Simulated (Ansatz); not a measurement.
Consider Pb.

Input file:

```
crystal:
  lattice:
    - [4.8123045368, 1.0e-10, 0.0]
    - [-2.4061522684, 4.1675779795, 0.0]
    - [0.0, 0.0, 7.9190478275]
  atoms:
    - { symbol: Pb, position: [0.3333333333, 0.6666666667, 0.0627154156] }
    - { symbol: Pb, position: [0.6666666667, 0.3333333333, 0.5627154156] }
    - { symbol: Pb, position: [0.3333333333, 0.6666666667, 0.4372845844] }
    - { symbol: Pb, position: [0.6666666667, 0.3333333333, 0.9372845844] }
basis:
  ecutwfc: 420
kpoints:
  mp_grid: { grid: [12, 12, 6] }
hamiltonian:
  xc: lda
scf:
  occupations: { method: gaussian, width: 0.1 }
output:
  forces: true
  stress: true
  eigenvalues: true
  write_density: true
  write_potential: true
  elf: true
  volumetric_format: npy
relax:
  adjacent_minimum: "off"
  f_tol: 0.01
  max_steps: 60
  cell: { stress_tol: 0.1 }
```

Command:

```sh
ansatz run input.yaml --threads 1 --pin off --max-ram 2560MiB --backend cpu --events-out ev --progress --plain --runs-dir out
```

Below, planes, directions and counts refer to the conventional cell (a = 4.81 Å, b = 4.81 Å, c = 7.92 Å, α = 90.00°, β = 90.00°, γ = 120.00°).

Space group P6₃/mmc.

Theory: Ansatz 0.2.0, DFT LDA, scalar-relativistic, plane waves, PAW.

**What can the converged valence pseudo-density and electron localisation function tell about the bonding?**

Pb–Pb (2.97 Å): the density is about 0.3 e/Å³ at the midpoint; the ELF is about 0.45 at the midpoint.

**Does the calculation give a band gap?**

It is gapless in this calculation (a metal or semimetal).

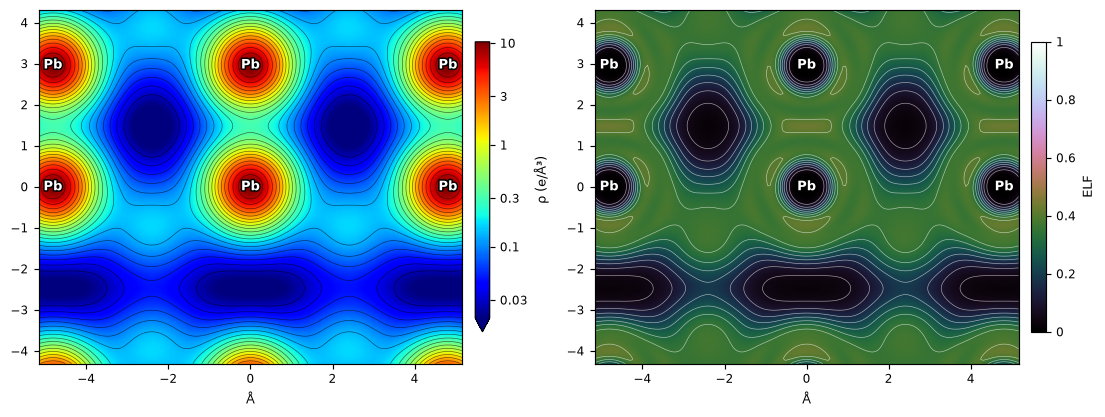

Computed valence pseudo-density and electron localisation function on the (010) plane of the conventional cell, in this order. 

The density is the valence pseudo-density of a PAW calculation; it isn't the true density close to the nuclei.
